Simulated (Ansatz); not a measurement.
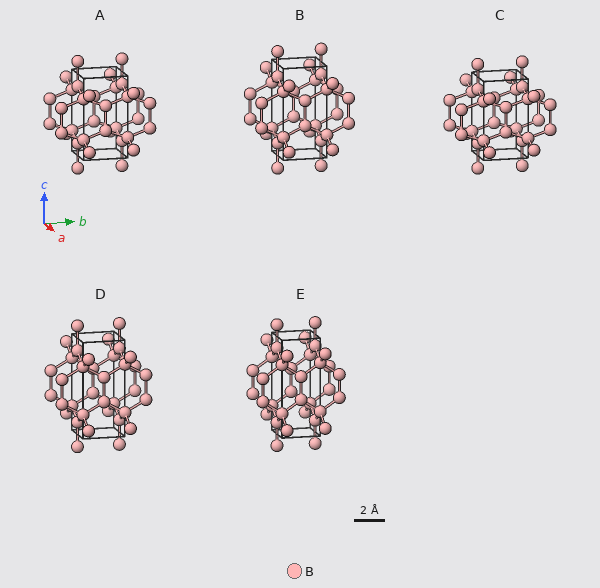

5 geometries from one relaxation of a crystal of B (a generated structure, set up in P4_2/mmc) (coarse preliminary run), in shuffled order. Style: ball-and-stick. Shown: the cell of the calculation, slightly off an axis.

All numbers below come from DFT PBE, scalar-relativistic, plane waves, PAW in Ansatz. Settings: plane-wave cutoff 420 eV; k-point mesh 6 × 6 × 4; occupations gaussian; smearing width 0.1 eV; no spin polarisation; cell and atoms relaxed; force threshold 0.04 eV/Å; at most 70 steps.

Q: Order the frames from highest to lowest energy.

A: E, D, B, A, C. They are steps 0, 2, 3, 5, 12, at +565 meV per atom, +316 meV per atom, +158 meV per atom, +19.5 meV per atom relative to the last. The largest moves relative to the cell, 0.22 Å, are those of B atoms. The drawn cell changes as follows: a = b 2.686 → 3.122 Å (+16.2 %), c 6.797 → 5.485 Å (−19.3 %); the volume changes by +9.0 %. Near-neighbour distances that change, for instance: B–B 1.613 → 1.739 Å, B–B 1.613 → 1.639 Å. Among the angles between lasting bonds that change: B–B–B 112.8° → 144.4°, B–B–B 123.6° → 107.8°, B–B–B 107.8° → 95.4°. The space group stays P4_2/mmc (No. 131). Over 10 accepted moves (12 points after the start) the energy falls by 565 meV per atom. The largest force component goes from 0.55 to 0.00071 eV/Å. The pressure goes from 33.34 to −0.02 GPa. The SCF was repeated twice at an unchanged geometry on a basis and grid sized afresh for the cell, which shifted the energy by 12.2 meV per atom at most. The run took 21 s on 1 thread of Arm Neoverse V1 (shared host), peak memory 0.3 GiB.

Limits of the set-up: the k-point mesh is coarse for a cell with partly filled bands.
